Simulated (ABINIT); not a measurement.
Geometry relaxation of SiC (part 2 of 2)

Continued. System: SiC (F-43m, 2 atoms in the cell). Method: Kohn-Sham DFT of a periodic cell, PBE, PseudoDojo NC SR PBE v0.5 stringent, no spin polarisation (ABINIT 10.8.3); cutoff 1115.67 eV, 8×8×8 k-mesh, fermi-dirac of 0.05 eV. The structure derives from an entry of the Crystallography Open Database.

**What the program printed, continued**
```
 Cartesian coordinates (xcart) [bohr]
  0.00000000000000E+00  0.00000000000000E+00  0.00000000000000E+00
  6.19739215146405E+00  6.19739215146405E+00  6.19739215146405E+00
 Reduced coordinates (xred)
  0.00000000000000E+00  0.00000000000000E+00  0.00000000000000E+00
  7.50000000000000E-01  7.50000000000000E-01  7.50000000000000E-01
 Cartesian forces (fcart) [Ha/bohr]; max,rms= 0.00000E+00 0.00000E+00 (free atoms)
 -0.00000000000000E+00 -0.00000000000000E+00 -0.00000000000000E+00
 -0.00000000000000E+00 -0.00000000000000E+00 -0.00000000000000E+00
 Gradient of E wrt nuclear positions in reduced coordinates (gred)
  0.00000000000000E+00  0.00000000000000E+00  0.00000000000000E+00
  0.00000000000000E+00  0.00000000000000E+00  0.00000000000000E+00
 Scale of Primitive Cell (acell) [bohr]
  5.84295735463002E+00  5.84295735463002E+00  5.84295735463002E+00
 Real space primitive translations (rprimd) [bohr]
  0.00000000000000E+00  4.13159476764270E+00  4.13159476764270E+00
  4.13159476764270E+00  0.00000000000000E+00  4.13159476764270E+00
  4.13159476764270E+00  4.13159476764270E+00  0.00000000000000E+00
 Unitary Cell Volume (ucvol) [Bohr^3]=  1.41053267783914E+02
 Angles (23,13,12)= [degrees]
  6.00000000000000E+01  6.00000000000000E+01  6.00000000000000E+01
 Lengths [Bohr]
  5.84295735463002E+00  5.84295735463002E+00  5.84295735463002E+00
 Stress tensor in cartesian coordinates (strten) [Ha/bohr^3]
 -3.69086071730085E-05  0.00000000000000E+00  0.00000000000000E+00
  0.00000000000000E+00 -3.69086071730093E-05  0.00000000000000E+00
  0.00000000000000E+00  0.00000000000000E+00 -3.69086071730076E-05
 Total energy (etotal) [Ha]= -1.02700193122196E+01

 Difference of energy with previous step (new-old):
           Absolute (Ha)=-1.05387E-04
           Relative     =-1.02617E-05

--- Iteration: ( 3/50) Internal Cycle: (1/1)
--------------------------------------------------------------------------------

---SELF-CONSISTENT-FIELD CONVERGENCE--------------------------------------------

--- !BeginCycle
iteration_state: {dtset: 1, itime: 3, icycle: 1, }
solver: {iscf: 7, nstep: 80, nline: 4, wfoptalg: 0, }
tolerances: {tolvrs: 1.00E-12, }
...

     iter   Etot(hartree)      deltaE(h)  residm     vres2
 ETOT  1  -10.269982738889    -1.027E+01 1.494E-06 4.099E-01
 ETOT  2  -10.270011522374    -2.878E-05 3.935E-06 1.538E-01
 ETOT  3  -10.270032409093    -2.089E-05 1.032E-06 8.543E-04
 ETOT  4  -10.270032470046    -6.095E-08 2.076E-07 5.582E-06
 ETOT  5  -10.270032470293    -2.461E-10 1.778E-08 2.928E-08
 ETOT  6  -10.270032470295    -2.855E-12 2.545E-08 1.261E-10
 ETOT  7  -10.270032470295     1.101E-13 3.697E-09 2.006E-12
 ETOT  8  -10.270032470295    -3.730E-14 4.343E-09 4.244E-14

 At SCF step    8       vres2   =  4.24E-14 < tolvrs=  1.00E-12 =>converged.

 Cartesian components of stress tensor (hartree/bohr^3)
  sigma(1 1)= -5.07249046E-07  sigma(3 2)=  0.00000000E+00
  sigma(2 2)= -5.07249046E-07  sigma(3 1)=  0.00000000E+00
  sigma(3 3)= -5.07249046E-07  sigma(2 1)=  0.00000000E+00

--- !ResultsGS
iteration_state: {dtset: 1, itime: 3, icycle: 1, }
comment   : Summary of ground state results
lattice_vectors:
- [  0.0000000,   4.1384872,   4.1384872, ]
- [  4.1384872,   0.0000000,   4.1384872, ]
- [  4.1384872,   4.1384872,   0.0000000, ]
lattice_lengths: [   5.85270,    5.85270,    5.85270, ]
lattice_angles: [ 60.000,  60.000,  60.000, ] # degrees, (23, 13, 12)
lattice_volume:   1.4176037E+02
convergence: {deltae: -3.730E-14, res2:  4.244E-14, residm:  4.343E-09, diffor: null, }
etotal    :  -1.02700325E+01
entropy   :   0.00000000E+00
fermie    :   2.71170981E-01
cartesian_stress_tensor: # hartree/bohr^3
- [ -5.07249046E-07,   0.00000000E+00,   0.00000000E+00, ]
- [  0.00000000E+00,  -5.07249046E-07,   0.00000000E+00, ]
- [  0.00000000E+00,   0.00000000E+00,  -5.07249046E-07, ]
pressure_GPa:   1.4924E-02
xred      :
- [  0.0000E+00,   0.0000E+00,   0.0000E+00, Si]
- [  7.5000E-01,   7.5000E-01,   7.5000E-01,  C]
cartesian_forces: # hartree/bohr
- [ -0.00000000E+00,  -0.00000000E+00,  -0.00000000E+00, ]
- [ -0.00000000E+00,  -0.00000000E+00,  -0.00000000E+00, ]
force_length_stats: {min:   0.00000000E+00, max:   0.00000000E+00, mean:   0.00000000E+00, }
...

 Integrated electronic density in atomic spheres:
 ------------------------------------------------
 Atom  Sphere_radius  Integrated_density
    1        2.00000          1.90011277
    2        2.00000          4.19757327

---OUTPUT-----------------------------------------------------------------------

 Cartesian coordinates (xcart) [bohr]
  0.00000000000000E+00  0.00000000000000E+00  0.00000000000000E+00
  6.20773077291043E+00  6.20773077291043E+00  6.20773077291043E+00
 Reduced coordinates (xred)
  0.00000000000000E+00  0.00000000000000E+00  0.00000000000000E+00
  7.50000000000000E-01  7.50000000000000E-01  7.50000000000000E-01
 Cartesian forces (fcart) [Ha/bohr]; max,rms= 0.00000E+00 0.00000E+00 (free atoms)
 -0.00000000000000E+00 -0.00000000000000E+00 -0.00000000000000E+00
 -0.00000000000000E+00 -0.00000000000000E+00 -0.00000000000000E+00
 Gradient of E wrt nuclear positions in reduced coordinates (gred)
  0.00000000000000E+00  0.00000000000000E+00  0.00000000000000E+00
  0.00000000000000E+00  0.00000000000000E+00  0.00000000000000E+00
 Scale of Primitive Cell (acell) [bohr]
  5.85270470040716E+00  5.85270470040716E+00  5.85270470040716E+00
 Real space primitive translations (rprimd) [bohr]
  0.00000000000000E+00  4.13848718194029E+00  4.13848718194029E+00
  4.13848718194029E+00  0.00000000000000E+00  4.13848718194029E+00
  4.13848718194029E+00  4.13848718194029E+00  0.00000000000000E+00
 Unitary Cell Volume (ucvol) [Bohr^3]=  1.41760370263861E+02
 Angles (23,13,12)= [degrees]
  6.00000000000000E+01  6.00000000000000E+01  6.00000000000000E+01
 Lengths [Bohr]
  5.85270470040716E+00  5.85270470040716E+00  5.85270470040716E+00
 Stress tensor in cartesian coordinates (strten) [Ha/bohr^3]
 -5.07249046367148E-07  0.00000000000000E+00  0.00000000000000E+00
  0.00000000000000E+00 -5.07249046368015E-07  0.00000000000000E+00
  0.00000000000000E+00  0.00000000000000E+00 -5.07249046366280E-07
 Total energy (etotal) [Ha]= -1.02700324702953E+01

 Difference of energy with previous step (new-old):
           Absolute (Ha)=-1.31581E-05
           Relative     =-1.28121E-06

--- Iteration: ( 4/50) Internal Cycle: (1/1)
--------------------------------------------------------------------------------

---SELF-CONSISTENT-FIELD CONVERGENCE--------------------------------------------

--- !BeginCycle
iteration_state: {dtset: 1, itime: 4, icycle: 1, }
solver: {iscf: 7, nstep: 80, nline: 4, wfoptalg: 0, }
tolerances: {tolvrs: 1.00E-12, }
...

     iter   Etot(hartree)      deltaE(h)  residm     vres2
 ETOT  1  -10.270032463115    -1.027E+01 1.078E-08 8.000E-05
 ETOT  2  -10.270032468737    -5.622E-09 1.161E-08 3.004E-05
 ETOT  3  -10.270032472814    -4.077E-09 3.997E-09 1.669E-07
 ETOT  4  -10.270032472825    -1.182E-11 2.792E-10 1.067E-09
 ETOT  5  -10.270032472826    -7.816E-14 4.215E-11 5.328E-12
 ETOT  6  -10.270032472826    -5.684E-14 5.899E-11 2.321E-14

 At SCF step    6       vres2   =  2.32E-14 < tolvrs=  1.00E-12 =>converged.

 Cartesian components of stress tensor (hartree/bohr^3)
  sigma(1 1)= -6.35989763E-09  sigma(3 2)=  0.00000000E+00
  sigma(2 2)= -6.35989763E-09  sigma(3 1)=  0.00000000E+00
  sigma(3 3)= -6.35989763E-09  sigma(2 1)=  0.00000000E+00

--- !ResultsGS
iteration_state: {dtset: 1, itime: 4, icycle: 1, }
comment   : Summary of ground state results
lattice_vectors:
- [  0.0000000,   4.1385837,   4.1385837, ]
- [  4.1385837,   0.0000000,   4.1385837, ]
- [  4.1385837,   4.1385837,   0.0000000, ]
lattice_lengths: [   5.85284,    5.85284,    5.85284, ]
lattice_angles: [ 60.000,  60.000,  60.000, ] # degrees, (23, 13, 12)
lattice_volume:   1.4177029E+02
convergence: {deltae: -5.684E-14, res2:  2.321E-14, residm:  5.899E-11, diffor: null, }
etotal    :  -1.02700325E+01
entropy   :   0.00000000E+00
fermie    :   2.71146832E-01
cartesian_stress_tensor: # hartree/bohr^3
- [ -6.35989763E-09,   0.00000000E+00,   0.00000000E+00, ]
- [  0.00000000E+00,  -6.35989763E-09,   0.00000000E+00, ]
- [  0.00000000E+00,   0.00000000E+00,  -6.35989763E-09, ]
pressure_GPa:   1.8711E-04
xred      :
- [  0.0000E+00,   0.0000E+00,   0.0000E+00, Si]
- [  7.5000E-01,   7.5000E-01,   7.5000E-01,  C]
cartesian_forces: # hartree/bohr
- [ -0.00000000E+00,  -0.00000000E+00,  -0.00000000E+00, ]
- [ -0.00000000E+00,  -0.00000000E+00,  -0.00000000E+00, ]
force_length_stats: {min:   0.00000000E+00, max:   0.00000000E+00, mean:   0.00000000E+00, }
...

 Integrated electronic density in atomic spheres:
 ------------------------------------------------
 Atom  Sphere_radius  Integrated_density
    1        2.00000          1.90016338
    2        2.00000          4.19759492

---OUTPUT-----------------------------------------------------------------------

 Cartesian coordinates (xcart) [bohr]
  0.00000000000000E+00  0.00000000000000E+00  0.00000000000000E+00
  6.20787557282699E+00  6.20787557282699E+00  6.20787557282699E+00
 Reduced coordinates (xred)
  0.00000000000000E+00  0.00000000000000E+00  0.00000000000000E+00
  7.50000000000000E-01  7.50000000000000E-01  7.50000000000000E-01
 Cartesian forces (fcart) [Ha/bohr]; max,rms= 0.00000E+00 0.00000E+00 (free atoms)
 -0.00000000000000E+00 -0.00000000000000E+00 -0.00000000000000E+00
 -0.00000000000000E+00 -0.00000000000000E+00 -0.00000000000000E+00
 Gradient of E wrt nuclear positions in reduced coordinates (gred)
  0.00000000000000E+00  0.00000000000000E+00  0.00000000000000E+00
  0.00000000000000E+00  0.00000000000000E+00  0.00000000000000E+00
 Scale of Primitive Cell (acell) [bohr]
  5.85284121907772E+00  5.85284121907772E+00  5.85284121907772E+00
 Real space primitive translations (rprimd) [bohr]
  0.00000000000000E+00  4.13858371521799E+00  4.13858371521799E+00
  4.13858371521799E+00  0.00000000000000E+00  4.13858371521799E+00
  4.13858371521799E+00  4.13858371521799E+00  0.00000000000000E+00
 Unitary Cell Volume (ucvol) [Bohr^3]=  1.41770290492047E+02
 Angles (23,13,12)= [degrees]
  6.00000000000000E+01  6.00000000000000E+01  6.00000000000000E+01
 Lengths [Bohr]
  5.85284121907772E+00  5.85284121907772E+00  5.85284121907772E+00
 Stress tensor in cartesian coordinates (strten) [Ha/bohr^3]
 -6.35989762937106E-09  0.00000000000000E+00  0.00000000000000E+00
  0.00000000000000E+00 -6.35989763023842E-09  0.00000000000000E+00
  0.00000000000000E+00  0.00000000000000E+00 -6.35989762763634E-09
 Total energy (etotal) [Ha]= -1.02700324728256E+01

 Difference of energy with previous step (new-old):
           Absolute (Ha)=-2.53026E-09
           Relative     =-2.46374E-10

 At Broyd/MD step   4, gradients are converged :
  max grad (force/stress) = 6.3599E-07 < tolmxf= 2.0000E-05 ha/bohr (free atoms)

================================================================================

 ----iterations are completed or convergence reached----

 Mean square residual over all n,k,spin=   38.631E-14; max=  58.993E-12
 reduced coordinates (array xred) for    2 atoms
       0.000000000000      0.000000000000      0.000000000000
       0.750000000000      0.750000000000      0.750000000000
 rms dE/dt=  0.0000E+00; max dE/dt=  0.0000E+00; dE/dt below (all hartree)
    1       0.000000000000      0.000000000000      0.000000000000
    2       0.000000000000      0.000000000000      0.000000000000

 cartesian coordinates (angstrom) at end:
    1      0.00000000000000     0.00000000000000     0.00000000000000
    2      3.28506627903282     3.28506627903282     3.28506627903282

 cartesian forces (hartree/bohr) at end:
    1     -0.00000000000000    -0.00000000000000    -0.00000000000000
    2     -0.00000000000000    -0.00000000000000    -0.00000000000000
 frms,max,avg= 0.0000000E+00 0.0000000E+00   0.000E+00  0.000E+00  0.000E+00 h/b

 cartesian forces (eV/Angstrom) at end:
    1     -0.00000000000000    -0.00000000000000    -0.00000000000000
    2     -0.00000000000000    -0.00000000000000    -0.00000000000000
 frms,max,avg= 0.0000000E+00 0.0000000E+00   0.000E+00  0.000E+00  0.000E+00 e/A
 length scales=  5.852841219078  5.852841219078  5.852841219078 bohr
              =  3.097190190068  3.097190190068  3.097190190068 angstroms
 Fermi (or HOMO) energy (hartree) =   0.27115   Average Vxc (hartree)=  -0.41257
 Eigenvalues (hartree) for nkpt=  29  k points:
 kpt#   1, nband=  8, wtk=  0.00195, kpt=  0.0000  0.0000  0.0000 (reduced coord)
  -0.31623    0.24566    0.24566    0.24566    0.46788    0.51054    0.51054    0.51054
      occupation numbers for kpt#   1
   2.00000    2.00000    2.00000    2.00000    0.00000    0.00000    0.00000    0.00000
 prteigrs : prtvol=0 or 1, do not print more k-points.

--- !EnergyTerms
iteration_state     : {dtset: 1, itime: 4, icycle: 1, }
comment             : Components of total free energy in Hartree
kinetic             :  5.85551210268396E+00
hartree             :  1.17262865476871E+00
xc                  : -3.76769612724687E+00
Ewald energy        : -1.04128337901375E+01
psp_core            :  7.70637196866271E-01
local_psp           : -4.15072764602874E+00
non_local_psp       :  2.62447137045724E-01
internal            : -1.02700324720484E+01
'-kT*entropy'       : -7.77189675145182E-10
total_energy        : -1.02700324728256E+01
total_energy_eV     : -2.79461820376824E+02
band_energy         :  2.43191546931248E-01
...

 Cartesian components of stress tensor (hartree/bohr^3)
  sigma(1 1)= -6.35989763E-09  sigma(3 2)=  0.00000000E+00
  sigma(2 2)= -6.35989763E-09  sigma(3 1)=  0.00000000E+00
  sigma(3 3)= -6.35989763E-09  sigma(2 1)=  0.00000000E+00

-Cartesian components of stress tensor (GPa)         [Pressure=  1.8711E-04 GPa]
- sigma(1 1)= -1.87114648E-04  sigma(3 2)=  0.00000000E+00
- sigma(2 2)= -1.87114648E-04  sigma(3 1)=  0.00000000E+00
- sigma(3 3)= -1.87114648E-04  sigma(2 1)=  0.00000000E+00

== END DATASET(S) ==============================================================
================================================================================

 -outvars: echo values of variables after computation  --------
            acell      5.8528412191E+00  5.8528412191E+00  5.8528412191E+00 Bohr
           etotal     -1.0270032473E+01
            fcart     -0.0000000000E+00 -0.0000000000E+00 -0.0000000000E+00
                      -0.0000000000E+00 -0.0000000000E+00 -0.0000000000E+00
            rprim      0.0000000000E+00  7.0710678119E-01  7.0710678119E-01
                       7.0710678119E-01  0.0000000000E+00  7.0710678119E-01
                       7.0710678119E-01  7.0710678119E-01  0.0000000000E+00
           strten     -6.3598976294E-09 -6.3598976302E-09 -6.3598976276E-09
                       0.0000000000E+00  0.0000000000E+00  0.0000000000E+00
           xangst      0.0000000000E+00  0.0000000000E+00  0.0000000000E+00
                       3.2850662790E+00  3.2850662790E+00  3.2850662790E+00
             xred      0.0000000000E+00  0.0000000000E+00  0.0000000000E+00
                       7.5000000000E-01  7.5000000000E-01  7.5000000000E-01
 Calculation completed.
```

**Trajectory as extended XYZ (Å, eV, eV/Å), 4 frames, from step=0 to step=3**
```
2
Lattice="0.0000 2.1790 2.1790 2.1790 0.0000 2.1790 2.1790 2.1790 0.0000" Properties=species:S:1:pos:R:3:forces:R:3 step=0 energy=-279.45860
Si    0.0000    0.0000    0.0000    0.0000   0.0000   0.0000
C     3.2685    3.2685    3.2685    0.0000   0.0000   0.0000
2
Lattice="0.0000 2.1863 2.1863 2.1863 0.0000 2.1863 2.1863 2.1863 0.0000" Properties=species:S:1:pos:R:3:forces:R:3 step=1 energy=-279.46146
Si    0.0000    0.0000    0.0000    0.0000   0.0000   0.0000
C     3.2795    3.2795    3.2795    0.0000   0.0000   0.0000
2
Lattice="0.0000 2.1900 2.1900 2.1900 0.0000 2.1900 2.1900 2.1900 0.0000" Properties=species:S:1:pos:R:3:forces:R:3 step=2 energy=-279.46182
Si    0.0000    0.0000    0.0000    0.0000   0.0000   0.0000
C     3.2850    3.2850    3.2850    0.0000   0.0000   0.0000
2
Lattice="0.0000 2.1900 2.1900 2.1900 0.0000 2.1900 2.1900 2.1900 0.0000" Properties=species:S:1:pos:R:3:forces:R:3 step=3 energy=-279.46182
Si    0.0000    0.0000    0.0000    0.0000   0.0000   0.0000
C     3.2851    3.2851    3.2851    0.0000   0.0000   0.0000
```

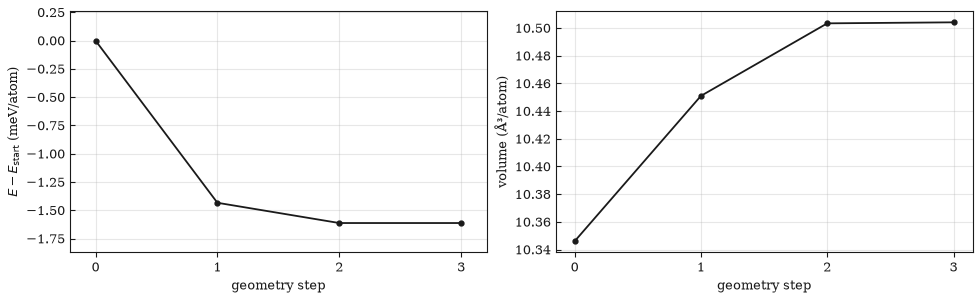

**Figure 1.** Progress of the relaxation, step by step (steps are counted from 0).

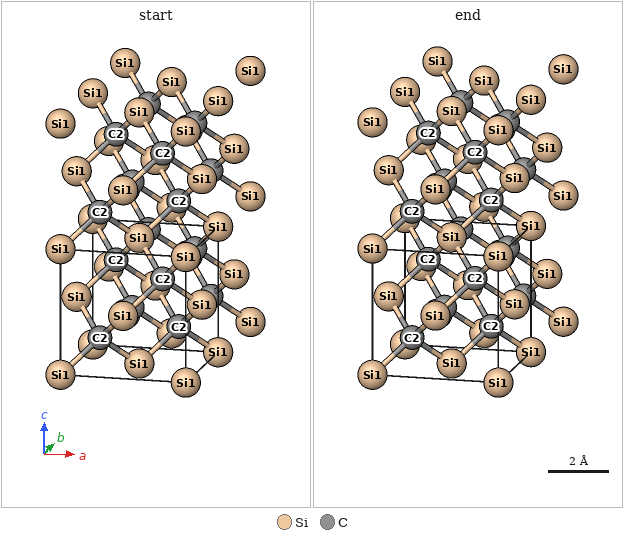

**Figure 2.** Before (left) and after (right) the relaxation, at one scale (ball-and-stick view of the cell 4 times as large as that of the calculation, set on its symmetry axes, repeated 1 × 2 × 2, seen slightly off an axis). No atom moves by more than 0.005 Å relative to the cell. The drawn cell changes as follows: a = b = c 4.358 → 4.380 Å (+0.5 %); the volume changes by +1.5 %. Distances before and after: Si1–C2 1.887 → 1.897 Å. The space group stays F-43m (No. 216). The energy falls by 1.6 meV per atom in 3 geometry steps. All forces vanish by symmetry, so only the cell relaxes. (Atoms are counted from 1 in the order of the input.)

This output came from the following input.

**Input**
```
pp_dirpath "./"
pseudos "Si.upf, C.upf"

acell 5.8233258895 5.8233258895 5.8233258895
rprim
     0.0000000000     0.7071067812     0.7071067812
     0.7071067812     0.0000000000     0.7071067812
     0.7071067812     0.7071067812     0.0000000000
ntypat 2
znucl 14 6
natom 2
typat 1 2
chkprim 0
chksymtnons 0
tolsym 1.0e-6
xred
            0.0            0.0            0.0
            3/4            3/4            3/4

ecut 41.0
ecutsm 0.5

kptopt 1
ngkpt 8 8 8
nshiftk 1
shiftk 0.0 0.0 0.0

ixc 11

nband 8
occopt 3
tsmear 0.05 eV

nstep 80
tolvrs 1.0e-12

iomode 3
prteig 0
prtebands 0
prtwf 0
prtden 0

ionmov 2
optcell 2
ntime 50
tolmxf 2.0e-5
dilatmx 1.08
```

Launched with:
```bash
abinit run.abi > log 2>&1
```

**Key numbers**

| quantity | value |
| --- | --- |
| outcome | converged |
| space group (tolerance 0.01 Å) | F-43m (216) |
| electrons treated | 8 |
| free energy | −279.4618 eV |
| Fermi energy | 7.378 eV |
| gap on the k-point mesh | 1.38 eV |
| pressure | 0.00 GPa |
| final volume | 21.01 Å³ |
| largest force (length of the vector) at the end | under 0.001 eV/Å |
| final cell | a = 3.097 Å, b = 3.097 Å, c = 3.097 Å, α = 60.00°, β = 60.00°, γ = 60.00° |
| hardware | 1 thread of Intel Xeon @ 2.70GHz, 189 GiB of memory available, shared host |
| wall time | 55 s |
| peak memory | 0.08 GiB |
